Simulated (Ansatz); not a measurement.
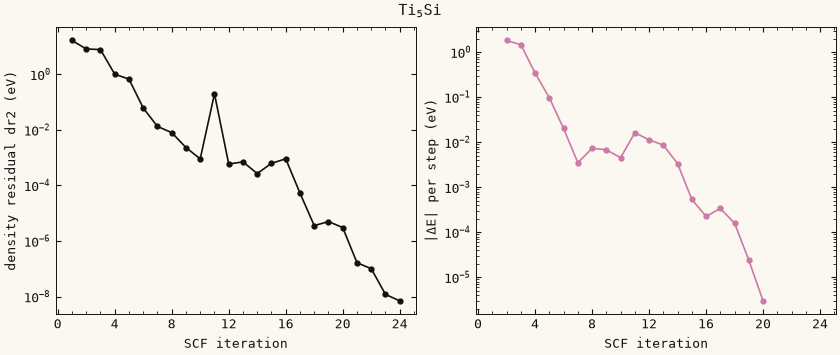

The plot shows the SCF iterations of a calculation: density residual dr2, step-to-step change of the Harris–Foulkes energy. Energy differences below 3 × 10⁻⁶ eV aren't drawn. dr2 is the charge part; the magnetisation has a residual of its own.

Program: Ansatz.

```
crystal:
  lattice:
    - [5.9719471737, 0.0, 0.0]
    - [0.0, 5.9719471737, 0.0]
    - [0.0, 0.0, 4.5868495907]
  atoms:
    - { symbol: Ti, position: [0.2730192172, 0.2730192172, 0.5], spin: 1.0 }
    - { symbol: Ti, position: [0.7269807828, 0.7269807828, 0.5], spin: 1.0 }
    - { symbol: Ti, position: [0.7269807828, 0.2730192172, 0.5], spin: 1.0 }
    - { symbol: Ti, position: [0.2730192172, 0.7269807828, 0.5], spin: 1.0 }
    - { symbol: Ti, position: [0.0, 0.0, 0.0], spin: 1.0 }
    - { symbol: Si, position: [0.0, 0.0, 0.5] }
basis:
  ecutwfc: 420
kpoints:
  mp_grid: { grid: [4, 4, 4] }
hamiltonian:
  xc: pbe
scf:
  occupations: { method: gaussian, width: 0.1 }
  lower_state_search: "off"
output:
  forces: true
  stress: true
  eigenvalues: true
  populations: true
magnetization:
  spin_polarized: true
```

Command:
```bash
ansatz run input.yaml --threads 1 --pin off --max-ram 2560MiB --backend cpu --events-out ev --progress --plain --runs-dir out
```

Question: How did this run end?

Answer: The run converged; it took 24 iterations. The residual falls unevenly and jumps up by a factor of two or more twice on the way down, most sharply at step 11 (by a factor of about 200). The program keeps the magnetisation out of the quasi-Newton mixer until iteration 9 and then restarts the mixer with it. The program put off closing at iteration 23, as the moment had not settled.

Question: What is the residual at the start and at the end?

Answer: It starts near 20 and ends near 7 × 10⁻⁹ eV.

Question: Is anything amiss with this input?

Answer: Nothing shows: the run converged and the program gave no warning.
